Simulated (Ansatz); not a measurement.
AlN: geometry relaxation (part 2 of 2)

Continued. System: AlN (P6₃mc, 4 atoms in the cell). Method: DFT PBE, scalar-relativistic, plane waves, PAW, no spin polarisation (Ansatz 0.2.0); cutoff 420 eV, 9×9×6 k-mesh, Gaussian smearing of 0.02 eV. The structure was built on a prototype by a generator; it need not be a known phase.

Geometry of the input (Å; fractional positions):
```
3.0886  0.0000  0.0000
-1.5443  2.6748  0.0000
0.0000  0.0000  5.0437
Al 0.0000  0.0000  0.0000
N  0.0000  0.0000  0.3750
Al 0.3333  0.6667  0.5000
N  0.3333  0.6667  0.8750
```

## The program's output, continued
```
SCF iter   1: F=—  HF=-1848.508206 eV  |F-HF|=—  |Δ(HF+E_count)|=         —  Δρ=1.21e-5  dr2=1.66e-8  ethr=1.02e-8  ⟨swp⟩=3.0  Hψ=5588  notcnv=0
preconditioner: auto → none  [insulator: Δε(μ)=4.034 eV  Ē_g=12.986 eV  σ=0.020 eV  W_gap=1.00  n_scr=2 (ndim 8)  ℏωp=22.8 eV  f_vac=0.000  D(μ)=0.00/eV (n_scr^D=0)  ε∞_Penn≈4.1]
SCF iter   2: F=—  HF=-1848.507969 eV  |F-HF|=—  |Δ(HF+E_count)|=   2.37e-4  Δρ=5.89e-6  dr2=4.80e-9  ethr=1.04e-10  ⟨swp⟩=3.1  Hψ=1145  notcnv=0
SCF iter   3: F=—  HF=-1848.507969 eV  |F-HF|=—  |Δ(HF+E_count)|=   3.23e-9  Δρ=3.67e-6  dr2=1.37e-9  ethr=3.00e-11  ⟨swp⟩=1.0  Hψ=582  notcnv=0
iter 4 did not close the SCF: its close was put off for the readings that it lacked (scf_convergence_deferred on its scf_iter line)
SCF iter   4: F=-1848.507969 eV  HF=-1848.507969 eV  |F-HF|=4.55e-13  |Δ(HF+E_count)|=   2.76e-9  Δρ=3.99e-7  dr2=3.33e-11  ethr=8.54e-12  ⟨swp⟩=2.1  Hψ=904  notcnv=0
iter 5 did not close the SCF: its close was put off for the readings that it lacked (scf_convergence_deferred on its scf_iter line)
SCF iter   5: F=-1848.507969 eV  HF=-1848.507969 eV  |F-HF|=2.27e-13  |Δ(HF+E_count)|=  1.36e-12  Δρ=1.76e-7  dr2=7.00e-12  ethr=1.00e-12  ⟨swp⟩=1.0  Hψ=576  notcnv=0
iter 6 did not close the SCF: its close was put off for the readings that it lacked (scf_convergence_deferred on its scf_iter line)
SCF iter   6: F=-1848.507969 eV  HF=-1848.507969 eV  |F-HF|=6.82e-13  |Δ(HF+E_count)|=  1.14e-12  Δρ=4.76e-8  dr2=4.09e-13  ethr=1.00e-12  ⟨swp⟩=1.0  Hψ=576  notcnv=0
iter 7 did not close the SCF: its close was put off for the readings that it lacked (scf_convergence_deferred on its scf_iter line)
SCF iter   7: F=-1848.507969 eV  HF=-1848.507969 eV  |F-HF|=2.27e-13  |Δ(HF+E_count)|=  2.27e-13  Δρ=1.86e-8  dr2=6.56e-14  ethr=1.00e-12  ⟨swp⟩=1.0  Hψ=576  notcnv=0
SCF iter   8: F=-1848.507969 eV  HF=-1848.507969 eV  |F-HF|=0.00e0  |Δ(HF+E_count)|=  2.27e-13  Δρ=6.40e-9  dr2=7.48e-15  ethr=1.00e-12  ⟨swp⟩=2.0  Hψ=1728  notcnv=0
SCF 7 converged in 8 iterations: F = -1848.507969 eV  dr2 = 7.48e-15
relax step   7: F+E_penalty+E_count = -1848.50796914 eV  Δ(F+E_penalty+E_count) = -2.128e-4 eV  max|allowed force component| = 1.637e-5 eV/Å  Δτ_max = 0.0000 Å  P = +0.004 GPa  Ω = 42.581 Å³  stress off target by 7.71e-3 GPa  SCF on the basis re-selected at this cell (its energy is not comparable with the rows above)  (8 SCF iters)
```

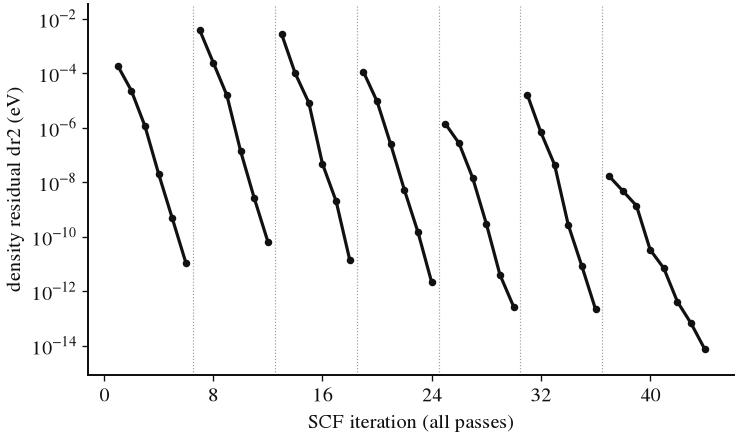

Fig. 1: Convergence of the self-consistent field: density residual dr2 against the SCF iteration. The dotted lines part the SCF passes of the relaxation: geometry steps, rejected trials and re-solves on a re-selected basis. The 7 passes take 6 to 8 iterations each, 44 in all.

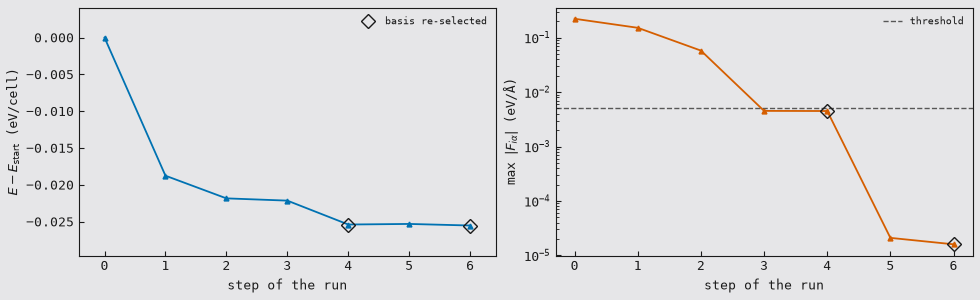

Fig. 2: Progress of the relaxation, step by step (the first geometry is step 0 here and step 1 in the log).

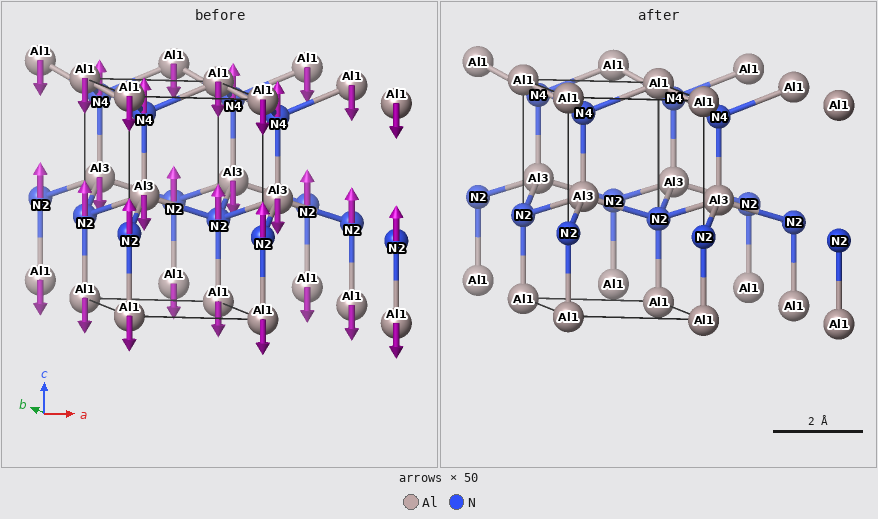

Fig. 3: Before (left) and after (right) the relaxation, at one scale (ball-and-stick view of the cell of the calculation, repeated 2 × 2 × 1, seen slightly off an axis). The pink arrows give the displacements (without the part carried along by the change of the cell), magnified 50 times. After 4 geometry steps the energy has fallen by 25.3 meV per cell of the calculation. The largest force component goes from 0.22 to under 0.0001 eV/Å. The pressure goes from 4.57 to 0.00 GPa. The basis was re-selected once at an unchanged geometry, which shifts the energy a little without any move. The largest moves relative to the cell, 0.016 Å, are those of Al1, N2, Al3 and N4. Largest moves by element: N 0.016 Å, Al 0.016 Å. Cell: a = b 3.089 → 3.130 Å (+1.3 %), c 5.044 → 5.018 Å (−0.5 %). Volume +2.2 %. Among the contacts that change: Al1–N2 1.891 → 1.915 Å, Al1–N4 1.891 → 1.902 Å. The space group stays P6_3mc (No. 186). The energy change given includes the shifts at the re-selections in mid-walk, which come without any move. A last SCF at the same geometry on a re-selected plane-wave basis shifts the energy by −0.2 meV per cell of the calculation. (Atoms are counted from 1 in the order of the input.)

```
basis re-selected at this cell: Δ(F+E_penalty+E_count) = -2.128e-4 eV, ΔP = +0.003 GPa vs the last step (what re-selecting the basis moved, of the pressure what is left beyond the Pulay correction that the steps carried, after the strain that the cell walked since its last selection, with what the two solves' SCF thresholds leave and, on support functions, any second-order correction that the steps lacked; it is no measure of the basis error at this ecutwfc). This SCF's stress stands 7.71e-3 GPa from its target on what of the cell is left free (relax.cell.stress_tol is 5.00e-2 GPa) and its largest allowed force component is 1.64e-5 eV/Å (relax.f_tol is 5.00e-3 eV/Å): within both
SCF converged after 8 iterations
Free energy (F): -1848.507969 eV
Harris-Foulkes:  -1848.507969 eV  (|F-HF|=0.00e0)
Internal energy: -1848.507969 eV  (E = F + TS)
E sigma→0 (E₀):  -1848.507969 eV
Fermi energy:    8.959983 eV
--- Per-component energies (eV) ---
  E_band       = 27.852600
  E_kinetic    = 317.319173
  E_local      = -451.608829  (includes V_loc(G=0)·N_el)
  E_nonlocal   = 110.505195
  E_hartree    = 156.641972
  E_xc         = -203.249509
  E_vxc        = -215.379287  (∫ρ·V_xc dr)
  E_paw        = -1190.067121  (= ΣΔE_a)
  E_vpaw       = -46.267790  (= ΣTr[D̂ρ^β])
  E_aug_tail   = 0.000195  (compensation charges beyond the density's cutoff)
  E_ewald      = -588.049045
  E_smearing   = -0.000000  (= −TS)
  E_closure    = 0.000000  (closes the sum)
  Σ components = -1848.507969   (vs F -1848.507969, Δ=0.00e0)
--- Forces (eV/Å), atoms counted from 1 ---
  atom   1  Al    -0.00000000     0.00000000    -0.00001013
  atom   2  N      0.00000000     0.00000000     0.00002262
  atom   3  Al     0.00000000     0.00000000    -0.00001013
  atom   4  N     -0.00000000     0.00000000     0.00002262
  max |Σ_I F_I| component: 2.50e-5 eV/Å
--- Stress (GPa, compression-positive) ---
        0.007713      -0.000000       0.000000
       -0.000000       0.007713       0.000000
        0.000000      -0.000000      -0.004260
  P = ⅓ Tr σ = 0.0037 GPa (0.037 kbar)
--- Band table (eV; the first three rows and the last of 48) ---
  k-point 0: bands = ["-8.1119", "-6.0343", "1.0471", "6.1012", "6.1012", "6.7405", "6.7405", "6.9430", "10.9770", "13.4569", "17.3958", "17.9791"]
  k-point 1: bands = ["-8.0083", "-6.2330", "1.4070", "6.1415", "6.1415", "6.3399", "6.6956", "6.6956", "11.4785", "13.5215", "17.2229", "17.9493"]
  k-point 2: bands = ["-7.7083", "-6.7081", "2.3551", "5.0609", "6.2542", "6.2542", "6.5739", "6.5739", "12.4377", "13.5765", "16.9484", "17.9329"]
  k-point 47: bands = ["-5.6435", "-5.6435", "2.1738", "2.1738", "3.1645", "3.1645", "6.1569", "6.1569", "14.2967", "14.2967", "14.6569", "14.6569"]
--- Relaxed structure (5 steps of the walk, 5 accepted, 2 SCFs on fresh bases) ---
  F+E_penalty+E_count = -1848.50796914 eV   max|allowed force component| = 1.637e-5 eV/Å   (the final SCF, on the basis selected at the relaxed cell)
  cell:  # Å, volume = 42.5810 Å³
    - [3.1301886377090185, 2.92559059429452e-7, -4.4802285188474263e-26]
    - [-1.565094572218087, 2.7108227326138854, -4.151334556312338e-19]
    - [9.339678708372468e-35, -7.827832075412254e-19, 5.018161370974301]
  atoms:
    - { symbol: Al, position: [3.243848760003312e-17, -2.3015681279199687e-17, -0.0032663242225516214] }
    - { symbol: N, position: [3.232452244549454e-17, -2.3243611551378614e-17, 0.3782663242225516] }
    - { symbol: Al, position: [0.33333333333333337, 0.6666666666666665, 0.4967336757774483] }
    - { symbol: N, position: [0.33333333333333337, 0.6666666666666665, 0.8782663242225514] }
```

## Trajectory as extended XYZ (Å, eV, eV/Å), 7 frames, from step=1 to step=7
```
4
Lattice="3.0886 0.0000 0.0000 -1.5443 2.6748 0.0000 0.0000 0.0000 5.0437" Properties=species:S:1:pos:R:3:forces:R:3 step=1 energy=-1848.48244 pressure_GPa=4.57
Al    0.0000    0.0000    0.0000    0.0000   0.0000  -0.2219
N     0.0000    0.0000    1.8914    0.0000   0.0000   0.2218
Al    0.0000    1.7832    2.5219    0.0000   0.0000  -0.2219
N     0.0000    1.7832    4.4133    0.0000   0.0000   0.2218
4
Lattice="3.1159 0.0000 0.0000 -1.5580 2.6985 0.0000 0.0000 0.0000 5.0114" Properties=species:S:1:pos:R:3:forces:R:3 step=2 energy=-1848.50120 pressure_GPa=2.08
Al    0.0000    0.0000   -0.0091    0.0000   0.0000  -0.1515
N     0.0000    0.0000    1.8884    0.0000   0.0000   0.1515
Al    0.0000    1.7990    2.4966    0.0000   0.0000  -0.1515
N     0.0000    1.7990    4.3940    0.0000   0.0000   0.1515
4
Lattice="3.1293 0.0000 0.0000 -1.5647 2.7101 0.0000 0.0000 0.0000 5.0183" Properties=species:S:1:pos:R:3:forces:R:3 step=3 energy=-1848.50428 pressure_GPa=-0.01
Al    0.0000    0.0000   -0.0139    0.0000   0.0000  -0.0578
N     0.0000    0.0000    1.8957    0.0000   0.0000   0.0578
Al    0.0000    1.8067    2.4953    0.0000   0.0000  -0.0578
N     0.0000    1.8067    4.4049    0.0000   0.0000   0.0578
4
Lattice="3.1289 0.0000 0.0000 -1.5644 2.7097 0.0000 0.0000 0.0000 5.0184" Properties=species:S:1:pos:R:3:forces:R:3 step=4 energy=-1848.50459 pressure_GPa=0.03
Al    0.0000    0.0000   -0.0164    0.0000   0.0000   0.0045
N     0.0000    0.0000    1.8983    0.0000   0.0000  -0.0045
Al    0.0000    1.8065    2.4928    0.0000   0.0000   0.0045
N     0.0000    1.8065    4.4075    0.0000   0.0000  -0.0045
4
Lattice="3.1289 0.0000 0.0000 -1.5644 2.7097 0.0000 0.0000 0.0000 5.0184" Properties=species:S:1:pos:R:3:forces:R:3 step=5 energy=-1848.50783 pressure_GPa=0.16
Al    0.0000    0.0000   -0.0164    0.0000   0.0000   0.0045
N     0.0000    0.0000    1.8983    0.0000   0.0000  -0.0045
Al    0.0000    1.8065    2.4928    0.0000   0.0000   0.0045
N     0.0000    1.8065    4.4075    0.0000   0.0000  -0.0045
4
Lattice="3.1302 0.0000 0.0000 -1.5651 2.7108 0.0000 0.0000 0.0000 5.0182" Properties=species:S:1:pos:R:3:forces:R:3 step=6 energy=-1848.50776 pressure_GPa=0.00
Al    0.0000    0.0000   -0.0164    0.0000   0.0000   0.0000
N     0.0000    0.0000    1.8982    0.0000   0.0000   0.0000
Al    0.0000    1.8072    2.4927    0.0000   0.0000   0.0000
N     0.0000    1.8072    4.4073    0.0000   0.0000   0.0000
4
Lattice="3.1302 0.0000 0.0000 -1.5651 2.7108 0.0000 0.0000 0.0000 5.0182" Properties=species:S:1:pos:R:3:forces:R:3 step=7 energy=-1848.50797 pressure_GPa=0.00
Al    0.0000    0.0000   -0.0164    0.0000   0.0000   0.0000
N     0.0000    0.0000    1.8982    0.0000   0.0000   0.0000
Al    0.0000    1.8072    2.4927    0.0000   0.0000   0.0000
N     0.0000    1.8072    4.4073    0.0000   0.0000   0.0000
```

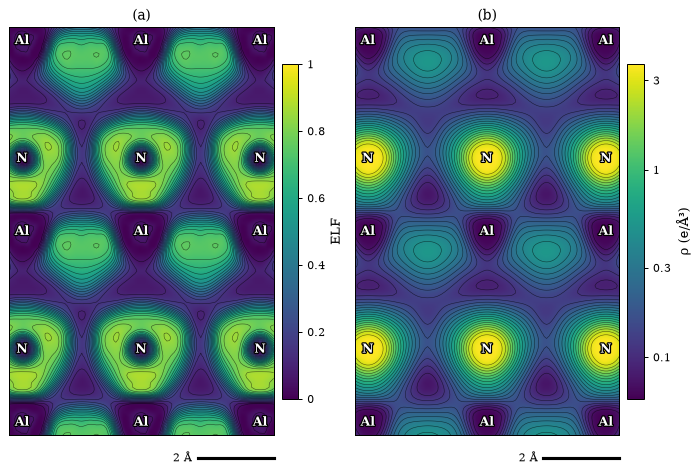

Fig. 4: (a) electron localisation function; (b) valence charge density (pseudo) on the (100) plane of the conventional cell. Atoms in the plane: Al and N. Al–N (1.91 Å): ρ is about 0.66 e/Å³ halfway; the ELF is about 0.85 at the midpoint. Away from the nuclei the density in this plane falls to 0.08 e/Å³ at its lowest. The fields are those of the smooth PAW valence density.

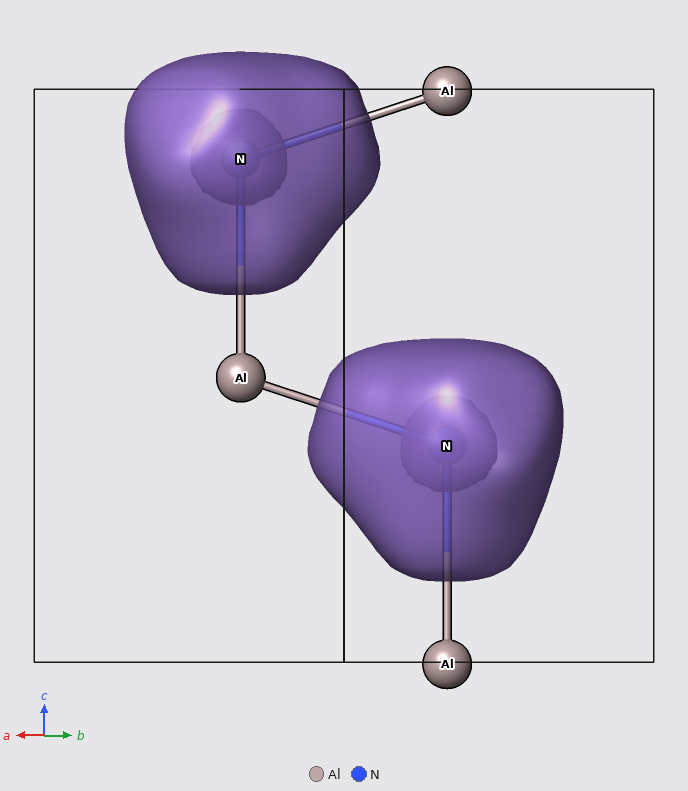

Fig. 5: Isosurface of the ELF at 0.65 (purple), seen along [110]. Only the valence region is drawn (cores and ρ < 0.01 e/Å³ removed). Sticks mark near contacts. The outline is the cell set on symmetry axes. Profiles from the grid: Al–N (1.90 Å): the ELF peaks at about 0.90 between the atoms (a polar covalent bond).

## Key numbers

| quantity | value |
| --- | --- |
| outcome | converged |
| space group (tolerance 0.01 Å) | P6₃mc (186) |
| electrons treated | 16 |
| free energy | −1848.5080 eV |
| Fermi energy | 8.960 eV |
| gap on the k-point mesh | 4.03 eV |
| pressure | 0.00 GPa |
| final volume | 42.58 Å³ |
| largest force (length of the vector) at the end | under 0.001 eV/Å |
| final cell | a = 3.130 Å, b = 3.130 Å, c = 5.018 Å, α = 90.00°, β = 90.00°, γ = 120.00° |
| wall time | 11 s |
| peak memory | 0.39 GiB |
